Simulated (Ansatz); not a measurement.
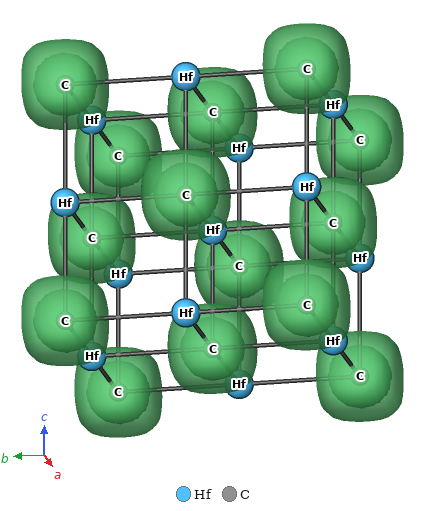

*HfC. Isosurface of the ELF at 0.75 (green), seen at an oblique angle. Only the valence region is drawn (cores and ρ < 0.01 e/Å³ removed). Sticks mark near contacts.*

Space group Fm-3m.

Method: Ansatz 0.2.0, DFT LDA, scalar-relativistic, plane waves, PAW.

Identify the bonds, lone pairs and shells in this picture.

The surface consists of four regions wrapped around C (the valence shell of each), counted in one cell of 8 atoms. Regions shared between cells count once. Profiles from the grid: Hf–C (2.29 Å): the ELF peaks at about 0.80 in the valence shell of C, 0.7 Å from its nucleus, and is about 0.25 at the midpoint; no shared electron pair shows on this line.

Metal or insulator at this level of theory?

It is gapless in this calculation (a metal or semimetal).
